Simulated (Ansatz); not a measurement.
# C: geometry relaxation (part 2 of 4)

The same run, continued: C (slab, 25 atoms in the cell); DFT PBE+D3(BJ), scalar-relativistic, plane waves, PAW, spin-polarised (Ansatz 0.2.0); cutoff 420 eV, 6×6×1 k-mesh, Gaussian smearing of 0.05 eV, collinear spins. The structure derives from an entry of the Crystallography Open Database. The input holds or restrains some coordinates. Forces given for the steps count only the free coordinates. It belongs to a series of runs on one base structure; here: C put at a top C site.

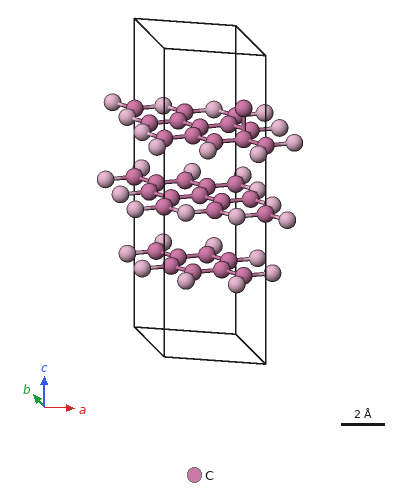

Fig. 1: The geometry at step 5 of the log (ball-and-stick view of the cell of the calculation, with the vacuum cut short, seen slightly off an axis; neighbours outside the cell are drawn fainter).

## The program's output, continued
```
SCF iter   1: F=—  HF=-6269.685415 eV  |F-HF|=—  |Δ(HF+E_count)|=         —  Δρ=4.79e-3 (↑4.79e-3 ↓4.73e-3)  dr2=3.64e-1  dr2_m=6.60e-3  M=0.282 μB ∫|m|=0.313 μB  β_m=1.20  ethr=3.63e-4  p=-0.189 e·Å  D=-6.33e-2 V/Å  ΔV_dip=1.63 eV  dr2_dipole=7.01e-3  V_vac-E_F(+/−)=5.89/4.26 eV  ⟨swp⟩=1.0  Hψ=3714  notcnv=0  defer=279
efield: sawtooth ramp at fractional position 0.9707 (handed on by an earlier solve), width 0.0400; the density the first Hamiltonian is built on has a dipole p = -0.189 e·Å; the dipole correction subtracts the counter field D = -6.33e-2 V/Å, which shifts the + side's vacuum level by +1.63 eV against the − side's; the planar-averaged density in the ramp window peaks in size at 1.3e-7 e/Å³
preconditioner: auto → LDOS  [metal: Δε(μ)=0.026 eV  Ē_g=14.758 eV  σ=0.050 eV  W_gap=0.28  n_scr=82 (ndim 8)  ℏωp=16.0 eV  f_vac=0.573  D(μ)=4.49/eV (n_scr^D=10)]
spin=Collinear: LDOS preconditioning applied to the charge; magnetization (m = ρ↑ − ρ↓) channel mixes plain (no charge-response kernel on spin).
SCF iter   2: F=—  HF=-6269.616566 eV  |F-HF|=—  |Δ(HF+E_count)|=   6.88e-2  Δρ=2.81e-3 (↑2.79e-3 ↓2.81e-3)  dr2=1.19e-1  dr2_m=7.61e-5  M=0.289 μB ∫|m|=0.320 μB  β_m=0.44  ethr=3.63e-4  p=-0.190 e·Å  D=-6.37e-2 V/Å  ΔV_dip=1.64 eV  dr2_dipole=1.20e-2  V_vac-E_F(+/−)=5.89/4.26 eV  ⟨swp⟩=2.0  Hψ=1260  notcnv=0  defer=279
density mixer auto → msr1: a metal under ldos (density of states about μ 0.36 of a free-electron gas's, 82 screened modes)
SCF iter   3: F=—  HF=-6269.590977 eV  |F-HF|=—  |Δ(HF+E_count)|=   2.56e-2  Δρ=1.11e-3 (↑1.11e-3 ↓1.00e-3)  dr2=2.34e-2  dr2_m=1.92e-3  M=0.277 μB ∫|m|=0.314 μB  β_m=0.72  ethr=1.19e-4  p=-0.188 e·Å  D=-6.30e-2 V/Å  ΔV_dip=1.62 eV  dr2_dipole=7.10e-3  V_vac-E_F(+/−)=5.89/4.27 eV  ⟨swp⟩=2.0  Hψ=1378  notcnv=0  defer=279
SCF iter   4: F=—  HF=-6269.594938 eV  |F-HF|=—  |Δ(HF+E_count)|=   3.96e-3  Δρ=2.66e-4 (↑1.99e-4 ↓2.66e-4)  dr2=3.87e-3  dr2_m=1.37e-4  M=0.231 μB ∫|m|=0.273 μB  β_m=0.66  ethr=2.34e-5  p=-0.184 e·Å  D=-6.17e-2 V/Å  ΔV_dip=1.59 eV  dr2_dipole=1.49e-3  V_vac-E_F(+/−)=5.87/4.28 eV  ⟨swp⟩=2.0  Hψ=1281  notcnv=0  defer=279
SCF iter   5: F=—  HF=-6269.594924 eV  |F-HF|=—  |Δ(HF+E_count)|=   1.42e-5  Δρ=1.79e-4 (↑1.19e-4 ↓1.79e-4)  dr2=2.47e-3  dr2_m=6.32e-5  M=0.233 μB ∫|m|=0.273 μB  β_m=0.83  ethr=3.87e-6  p=-0.185 e·Å  D=-6.19e-2 V/Å  ΔV_dip=1.59 eV  dr2_dipole=9.82e-4  V_vac-E_F(+/−)=5.88/4.28 eV  ⟨swp⟩=1.5  Hψ=877  notcnv=0  defer=279
SCF iter   6: F=—  HF=-6269.594928 eV  |F-HF|=—  |Δ(HF+E_count)|=   3.76e-6  Δρ=1.05e-4 (↑1.04e-4 ↓1.05e-4)  dr2=5.90e-4  dr2_m=5.14e-6  M=0.241 μB ∫|m|=0.277 μB  β_m=0.69  ethr=2.47e-6  p=-0.186 e·Å  D=-6.23e-2 V/Å  ΔV_dip=1.60 eV  dr2_dipole=1.75e-4  V_vac-E_F(+/−)=5.88/4.28 eV  ⟨swp⟩=1.1  Hψ=787  notcnv=0  defer=279
iter 7 did not close the SCF: its close was put off for a magnetic moment that had not settled (scf_convergence_deferred on its scf_iter line)
SCF iter   7: F=-6269.594853 eV  HF=-6269.594885 eV  |F-HF|=3.26e-5  |Δ(HF+E_count)|=   4.26e-5  Δρ=4.01e-5 (↑3.69e-5 ↓4.01e-5)  dr2=4.32e-5  dr2_m=1.30e-6  M=0.246 μB ∫|m|=0.279 μB  β_m=0.63  ethr=1.00e-7  p=-0.187 e·Å  D=-6.26e-2 V/Å  ΔV_dip=1.61 eV  dr2_dipole=5.20e-6  V_vac-E_F(+/−)=5.89/4.28 eV  ⟨swp⟩=22.9  Hψ=12336  notcnv=0
iter 8 did not close the SCF: its close was put off for a magnetic moment that had not settled (scf_convergence_deferred on its scf_iter line)
SCF iter   8: F=-6269.594871 eV  HF=-6269.594884 eV  |F-HF|=1.28e-5  |Δ(HF+E_count)|=   1.78e-6  Δρ=2.28e-5 (↑1.65e-5 ↓2.28e-5)  dr2=1.74e-5  dr2_m=5.28e-7  M=0.246 μB ∫|m|=0.280 μB  β_m=0.77  ethr=4.32e-8  p=-0.187 e·Å  D=-6.26e-2 V/Å  ΔV_dip=1.61 eV  dr2_dipole=2.71e-6  V_vac-E_F(+/−)=5.89/4.28 eV  ⟨swp⟩=15.1  Hψ=9054  notcnv=0
SCF iter   9: F=-6269.594884 eV  HF=-6269.594886 eV  |F-HF|=1.42e-6  |Δ(HF+E_count)|=   2.14e-6  Δρ=8.20e-6 (↑6.70e-6 ↓8.20e-6)  dr2=3.00e-6  dr2_m=2.59e-8  M=0.246 μB ∫|m|=0.280 μB  ethr=1.74e-8  p=-0.187 e·Å  D=-6.26e-2 V/Å  ΔV_dip=1.61 eV  dr2_dipole=4.66e-7  V_vac-E_F(+/−)=5.89/4.28 eV  ⟨swp⟩=16.7  Hψ=8646  notcnv=0
SCF 2 converged in 9 iterations: F = -6269.594884 eV  dr2 = 3.00e-6
[... from here on the iterations of each SCF are left out, up to the last one ...]
relax step   2: F+E_penalty+E_count = -6269.59488425 eV  Δ(F+E_penalty+E_count) = -4.868e-2 eV  max|allowed force component| = 6.775e-1 eV/Å  Δτ_max = 0.0621 Å  (9 SCF iters, dr2 threshold 1.00e-4 eV, accepted)
[... from here on the SCF iterations and repeated set-up lines of each step are left out, up to the last step ...]
SCF 3 converged in 12 iterations: F = -6269.595532 eV  dr2 = 3.72e-8
relax step   3: F+E_penalty+E_count = -6269.59553154 eV  Δ(F+E_penalty+E_count) = -6.473e-4 eV  max|allowed force component| = 2.555e-1 eV/Å  Δτ_max = 0.1293 Å  (12 SCF iters, dr2 threshold 2.87e-5 eV, accepted)
SCF 4 converged in 10 iterations: F = -6269.608584 eV  dr2 = 2.18e-7
relax step   4: F+E_penalty+E_count = -6269.60858403 eV  Δ(F+E_penalty+E_count) = -1.305e-2 eV  max|allowed force component| = 8.663e-2 eV/Å  Δτ_max = 0.0760 Å  (10 SCF iters, dr2 threshold 9.28e-6 eV, accepted)
SCF 5 converged in 11 iterations: F = -6269.609027 eV  dr2 = 2.40e-10
relax step   5: F+E_penalty+E_count = -6269.60902744 eV  Δ(F+E_penalty+E_count) = -4.434e-4 eV  max|allowed force component| = 8.285e-2 eV/Å  Δτ_max = 0.0046 Å  (11 SCF iters, accepted)
SCF 6 converged in 16 iterations: F = -6269.610638 eV  dr2 = 3.11e-10
relax step   6: F+E_penalty+E_count = -6269.61063775 eV  Δ(F+E_penalty+E_count) = -1.610e-3 eV  max|allowed force component| = 1.818e-1 eV/Å  Δτ_max = 0.0624 Å  (16 SCF iters, accepted)
SCF 7 converged in 9 iterations: F = -6269.612011 eV  dr2 = 3.60e-8
relax step   7: F+E_penalty+E_count = -6269.61201122 eV  Δ(F+E_penalty+E_count) = -1.373e-3 eV  max|allowed force component| = 4.410e-2 eV/Å  Δτ_max = 0.0227 Å  (9 SCF iters, dr2 threshold 3.02e-5 eV, accepted)
SCF iter   1: F=—  HF=-6269.612370 eV  |F-HF|=—  |Δ(HF+E_count)|=         —  Δρ=1.83e-4 (↑1.83e-4 ↓1.80e-4)  dr2=8.33e-4  dr2_m=1.25e-5  M=0.250 μB ∫|m|=0.340 μB  β_m=1.20  ethr=1.53e-5  p=-0.187 e·Å  D=-6.25e-2 V/Å  ΔV_dip=1.61 eV  dr2_dipole=1.74e-4  V_vac-E_F(+/−)=5.88/4.27 eV  ⟨swp⟩=2.0  Hψ=1784  notcnv=0  defer=95
efield: sawtooth ramp at fractional position 0.9707 (handed on by an earlier solve), width 0.0400; the density the first Hamiltonian is built on has a dipole p = -0.187 e·Å; the dipole correction subtracts the counter field D = -6.25e-2 V/Å, which shifts the + side's vacuum level by +1.61 eV against the − side's; the planar-averaged density in the ramp window peaks in size at 1.2e-7 e/Å³
preconditioner: auto → LDOS  [metal: Δε(μ)=0.002 eV  Ē_g=14.725 eV  σ=0.050 eV  W_gap=0.02  n_scr=82 (ndim 8)  ℏωp=16.0 eV  f_vac=0.573  D(μ)=5.37/eV (n_scr^D=10)]
spin=Collinear: LDOS preconditioning applied to the charge; magnetization (m = ρ↑ − ρ↓) channel mixes plain (no charge-response kernel on spin).
SCF iter   2: F=—  HF=-6269.612286 eV  |F-HF|=—  |Δ(HF+E_count)|=   8.46e-5  Δρ=1.10e-4 (↑1.10e-4 ↓1.09e-4)  dr2=4.24e-4  dr2_m=1.83e-7  M=0.250 μB ∫|m|=0.341 μB  β_m=0.45  ethr=8.33e-7  p=-0.187 e·Å  D=-6.26e-2 V/Å  ΔV_dip=1.61 eV  dr2_dipole=1.25e-4  V_vac-E_F(+/−)=5.88/4.27 eV  ⟨swp⟩=1.6  Hψ=1369  notcnv=0  defer=142
density mixer auto → msr1: a metal under ldos (density of states about μ 0.37 of a free-electron gas's, 82 screened modes)
SCF iter   3: F=—  HF=-6269.612223 eV  |F-HF|=—  |Δ(HF+E_count)|=   6.27e-5  Δρ=5.37e-5 (↑5.37e-5 ↓4.78e-5)  dr2=2.22e-5  dr2_m=1.07e-5  M=0.253 μB ∫|m|=0.343 μB  β_m=0.73  ethr=4.24e-7  p=-0.188 e·Å  D=-6.28e-2 V/Å  ΔV_dip=1.61 eV  dr2_dipole=6.69e-6  V_vac-E_F(+/−)=5.89/4.27 eV  ⟨swp⟩=2.0  Hψ=1224  notcnv=0  defer=142
SCF iter   4: F=—  HF=-6269.612103 eV  |F-HF|=—  |Δ(HF+E_count)|=   1.20e-4  Δρ=2.60e-5 (↑1.55e-5 ↓2.60e-5)  dr2=2.32e-5  dr2_m=1.76e-6  M=0.255 μB ∫|m|=0.345 μB  β_m=0.86  ethr=2.22e-8  p=-0.188 e·Å  D=-6.28e-2 V/Å  ΔV_dip=1.61 eV  dr2_dipole=1.00e-5  V_vac-E_F(+/−)=5.89/4.27 eV  ⟨swp⟩=2.0  Hψ=1482  notcnv=0  defer=142
SCF iter   5: F=—  HF=-6269.612105 eV  |F-HF|=—  |Δ(HF+E_count)|=   2.18e-6  Δρ=1.61e-5 (↑1.08e-5 ↓1.61e-5)  dr2=1.43e-5  dr2_m=3.61e-7  M=0.255 μB ∫|m|=0.345 μB  β_m=0.78  ethr=2.22e-8  p=-0.188 e·Å  D=-6.28e-2 V/Å  ΔV_dip=1.61 eV  dr2_dipole=5.52e-6  V_vac-E_F(+/−)=5.89/4.27 eV  ⟨swp⟩=1.8  Hψ=887  notcnv=0  defer=142
SCF iter   6: F=—  HF=-6269.612105 eV  |F-HF|=—  |Δ(HF+E_count)|=   7.56e-8  Δρ=5.79e-6 (↑5.66e-6 ↓5.79e-6)  dr2=1.02e-6  dr2_m=2.38e-8  M=0.255 μB ∫|m|=0.345 μB  β_m=0.67  ethr=1.43e-8  p=-0.188 e·Å  D=-6.28e-2 V/Å  ΔV_dip=1.61 eV  dr2_dipole=1.55e-7  V_vac-E_F(+/−)=5.88/4.27 eV  ⟨swp⟩=2.3  Hψ=1164  notcnv=0  defer=142
iter 7 did not close the SCF: its close was put off for a magnetic moment that had not settled (scf_convergence_deferred on its scf_iter line)
SCF iter   7: F=-6269.612106 eV  HF=-6269.612106 eV  |F-HF|=1.96e-7  |Δ(HF+E_count)|=   1.31e-7  Δρ=2.17e-6 (↑2.17e-6 ↓2.02e-6)  dr2=7.50e-8  dr2_m=6.61e-9  M=0.255 μB ∫|m|=0.345 μB  β_m=0.65  ethr=1.00e-10  p=-0.188 e·Å  D=-6.28e-2 V/Å  ΔV_dip=1.61 eV  dr2_dipole=3.05e-9  V_vac-E_F(+/−)=5.88/4.27 eV  ⟨swp⟩=15.3  Hψ=8851  notcnv=0
iter 8 did not close the SCF: its close was put off for a magnetic moment that had not settled (scf_convergence_deferred on its scf_iter line)
SCF iter   8: F=-6269.612106 eV  HF=-6269.612106 eV  |F-HF|=8.42e-8  |Δ(HF+E_count)|=   1.58e-7  Δρ=9.02e-7 (↑8.08e-7 ↓9.02e-7)  dr2=2.89e-9  dr2_m=2.70e-9  M=0.255 μB ∫|m|=0.345 μB  β_m=0.77  ethr=7.50e-11  p=-0.188 e·Å  D=-6.28e-2 V/Å  ΔV_dip=1.61 eV  dr2_dipole=2.83e-11  V_vac-E_F(+/−)=5.88/4.27 eV  ⟨swp⟩=11.4  Hψ=7283  notcnv=0
iter 9 did not close the SCF: its close was put off for a magnetic moment that had not settled (scf_convergence_deferred on its scf_iter line)
SCF iter   9: F=-6269.612106 eV  HF=-6269.612106 eV  |F-HF|=1.06e-9  |Δ(HF+E_count)|=   8.71e-8  Δρ=4.87e-7 (↑4.87e-7 ↓3.56e-7)  dr2=7.13e-10  dr2_m=7.48e-10  M=0.255 μB ∫|m|=0.345 μB  β_m=0.85  ethr=2.89e-12  p=-0.188 e·Å  D=-6.28e-2 V/Å  ΔV_dip=1.61 eV  dr2_dipole=1.22e-11  V_vac-E_F(+/−)=5.88/4.27 eV  ⟨swp⟩=11.9  Hψ=7067  notcnv=0
iter 10 did not close the SCF: its close was put off for a magnetic moment that had not settled (scf_convergence_deferred on its scf_iter line)
SCF iter  10: F=-6269.612106 eV  HF=-6269.612106 eV  |F-HF|=1.82e-10  |Δ(HF+E_count)|=   1.45e-9  Δρ=3.12e-7 (↑2.46e-7 ↓3.12e-7)  dr2=8.64e-10  dr2_m=2.81e-10  M=0.255 μB ∫|m|=0.345 μB  β_m=0.86  ethr=1.00e-12  p=-0.188 e·Å  D=-6.28e-2 V/Å  ΔV_dip=1.61 eV  dr2_dipole=1.71e-10  V_vac-E_F(+/−)=5.88/4.27 eV  ⟨swp⟩=6.9  Hψ=5980  notcnv=0
SCF iter  11: F=-6269.612106 eV  HF=-6269.612106 eV  |F-HF|=7.49e-10  |Δ(HF+E_count)|=  5.58e-10  Δρ=1.72e-7 (↑1.72e-7 ↓1.22e-7)  dr2=2.04e-10  dr2_m=6.99e-11  M=0.255 μB ∫|m|=0.345 μB  ethr=1.00e-12  p=-0.188 e·Å  D=-6.28e-2 V/Å  ΔV_dip=1.61 eV  dr2_dipole=5.80e-15  V_vac-E_F(+/−)=5.88/4.27 eV  ⟨swp⟩=7.0  Hψ=5987  notcnv=0
SCF 8 converged in 11 iterations: F = -6269.612106 eV  dr2 = 2.04e-10
relax step   8: F+E_penalty+E_count = -6269.61210584 eV  Δ(F+E_penalty+E_count) = -9.462e-5 eV  max|allowed force component| = 4.942e-3 eV/Å  Δτ_max = 0.0053 Å  (11 SCF iters, accepted)
```

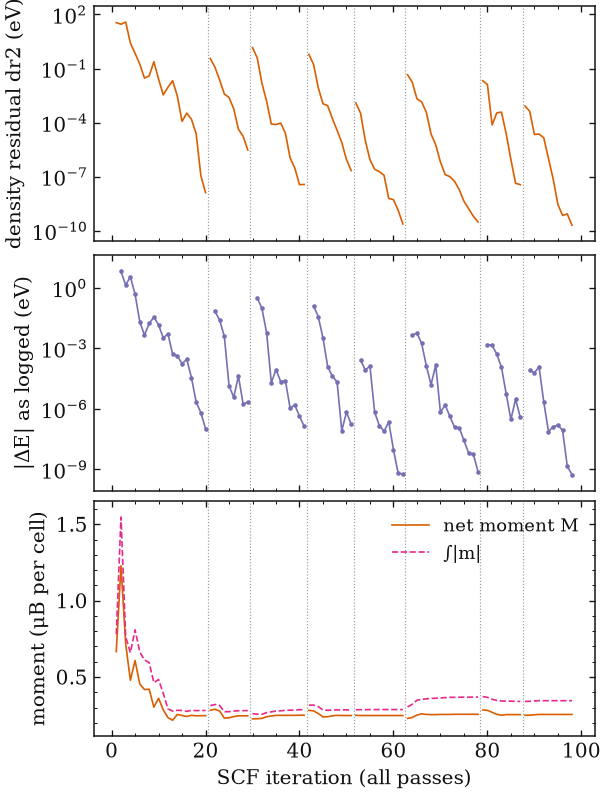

Fig. 2: Convergence of the self-consistent field: density residual dr2, size of the energy change and magnetic moment against the SCF iteration. The dotted lines part the SCF passes of the relaxation: geometry steps, rejected trials and re-solves on a re-selected basis. The 8 passes take 9 to 20 iterations each, 98 in all. The net moment goes from 0.7 to 0.3 μB per cell, with excursions between 0.2 and 1.2 on the way.

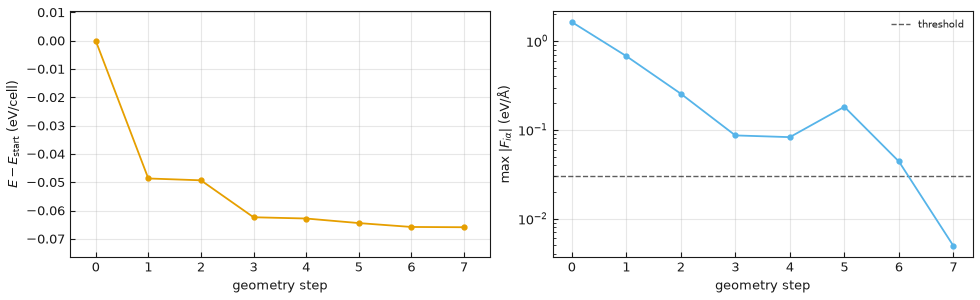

Fig. 3: Progress of the restrained relaxation, step by step (the first geometry is step 0 here and step 1 in the log).

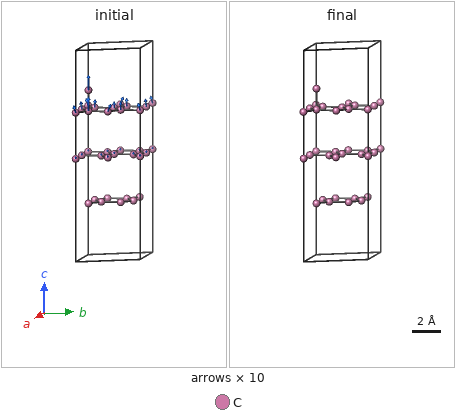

Fig. 4: Before (left) and after (right) the restrained relaxation, at one scale (ball-and-stick view of the cell of the calculation, with the vacuum cut short, seen slightly off an axis). The blue arrows give the displacements, magnified 10 times. C25 moves most: 0.11 Å. The cell stays as it was. Among the contacts that change: C17–C24 1.423 → 1.448 Å, C17–C21 1.423 → 1.413 Å, C24–C25 1.520 → 1.526 Å. After 7 geometry steps the energy has fallen by 65.9 meV per cell of the calculation. The largest force component goes from 1.6 to 0.0049 eV/Å. (Atoms are counted from 1 in the order of the input.)

```
WARN: The output density's exchange-correlation potential varies sharply where the density is thin. Do not read a vacuum level from v_tot or v_xc, or from such a field of the output density. On a cell that repeats whose density bears no net charge and no dipole along the vacuum's axis use v_es (v_loc + v_h of the components); under efield.dipole_correction with no amplitude use v_es + v_field, which holds any external_charges[].barrier, or the levels of the report's work_function block, which leave it out; under a non-zero efield.amplitude the vacuum is tilted and has no level; on a cell that repeats and bears such a dipole with no correction it is tilted too, and efield.dipole_correction with no amplitude gives each side of its ramp a level where efield: is served; in a cell that repeats whose density bears a net charge (total_charge, or a fill off its count) it is curved and has none; of a slab under crystal.periodic whose density bears no net charge use v_es, which has a level on each side, short of where the two are joined; of another it falls or rises all the way out and has none; of a slab beside external_charges read slab_vacuum_level instead, which it has where they leave it neutral. The grid or the basis barely resolves most such structure, and the values can differ between equally converged runs; as a rule a tighter scf.convergence.dr2_threshold does not remove it. Where the density itself ripples (under the LDA too) a higher basis.ecutwfc lessens it. The files hold the spikes' plane waves up to the density's cutoff. Files: v_tot_of_output_density and the like, and their columns of v_z.tsv (output.write_potential); v_xc_of_output_density and the like, and their columns of v_comp_z.tsv (output.write_potential_components). Measured: with its Gaussian average of σ = 0.25 Å subtracted twice, the exchange-correlation potential is over 0.1 eV at 2171 of the grid points where the equally averaged density (valence and model cores) is under 1e-3 e/Å³, and 0.896 eV at the most among them, at an averaged density of 1.5e-7 e/Å³. The input density's (outcome.potential() and, of a run that writes arrays, v_tot and v_xc) is over 0.1 eV, so measured, at 1028 points of its own thin density, 0.385 eV at the most. See output.write_potential in the manual, Limitations
SCF converged after 11 iterations
Magnetization: 0.2546 μB (50.1273 up, 49.8727 down)
Absolute magnetization: 0.3456 μB (∫|ρ↑−ρ↓|, with the PAW one-centre terms)
```
